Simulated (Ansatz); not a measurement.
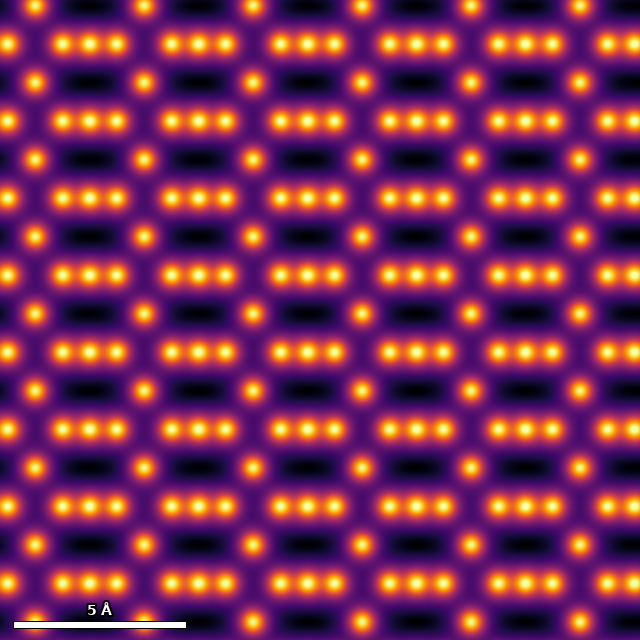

Projected-potential map of a crystal. Computed as the sum of neutral-atom potentials (tabulated electron scattering factors, B = 0.8 Å²) projected along the beam and smoothed by 0.25 Å; brighter is more positive. The display is stretched by a gamma of 0.6; percentages refer to the linear signal.

> Give the net of the columns and its spacings.

The pattern repeats on a rectangular net of 2.2 × 3.2 Å.

> What is the plane group of the image?

p2mm: mirror lines in two perpendicular directions, with twofold points where they cross.

> How many columns does the smallest repeating cell hold, and how many levels of brightness?

4 columns in the primitive cell of 7.2 Å², all of one brightness.

The crystal is Co (Pm-3n, No. 223) seen along [110]. Structure: the geometry given to an electronic-structure calculation, possibly off equilibrium; the starting structure was generated, so it need not be a known form of this composition.
